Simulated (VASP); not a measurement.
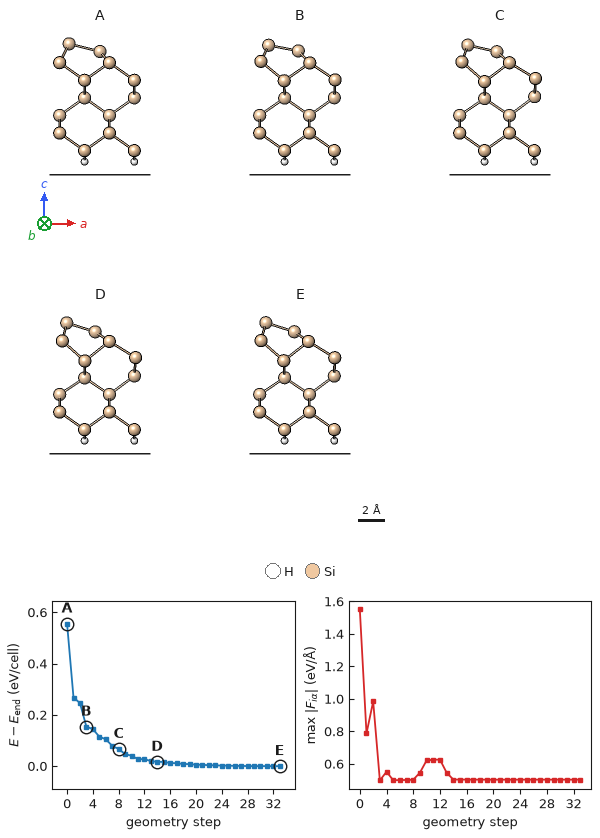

Frames of a relaxation of a slab of composition Si$_{7}$H$_{2}$, marked on the history of the run. A ball-and-stick model of the cell of the calculation, outlined in the plane, without the vacuum (origin shifted), seen along the b axis.

The run lets the atoms move in a fixed cell. 10 atoms are held fixed.

Method: VASP, Kohn-Sham DFT of a periodic cell, rev-vdW-DF2, VASP PAW PBE potentials, recommended.

The input:
```
AGGAC = 0.0
ALGO = Normal
DIPOL = 0.5 0.5 0.472
EDIFF = 1E-6
EDIFFG = -0.03
ENCUT = 450
GGA = MK
IBRION = 2
IDIPOL = 3
ISIF = 2
ISMEAR = 0
LASPH = True
LCHARG = False
LDIPOL = True
LREAL = Auto
LUSE_VDW = True
LWAVE = False
NELM = 80
NSW = 90
PARAM1 = 0.1234
PARAM2 = 0.711357
PREC = Normal
SIGMA = 0.05
ZAB_VDW = -1.8867
```

Command:
```bash
cat potpaw_PBE.64/H/POTCAR potpaw_PBE.64/Si/POTCAR > POTCAR
mpirun -np 8 vasp_std > vasp.out
```

### Describe the path.

The energy falls by 0.556 eV per cell of the calculation in 33 geometry steps. The largest force component goes from 1.6 to 0.5 eV/Å. The atom that moves furthest is a Si atom (0.45 Å at 78° to the normal (−c side)). H stays in place. The lattice vectors keep their values. Near-neighbour distances that change, for instance: Si–Si 2.466 → 2.317 Å, Si–Si 2.530 → 2.406 Å, Si–Si 2.237 → 2.341 Å, Si–Si 2.362 → 2.426 Å. Bond angles that change, for instance: Si–Si–Si 95.6° → 105.5°, Si–Si–Si 98.1° → 88.4°, Si–Si–Si 109.5° → 100.4°. From step 0 to 3: Si atoms move most (0.14 Å), energy −0.402 eV per cell of the calculation. From step 3 to 8: a Si atom moves most (0.13 Å), energy −87.1 meV per cell of the calculation. From step 8 to 14: a Si atom moves most (0.16 Å), energy −50.2 meV per cell of the calculation. From step 14 to 33: a Si atom moves most (0.10 Å), energy −16.7 meV per cell of the calculation.
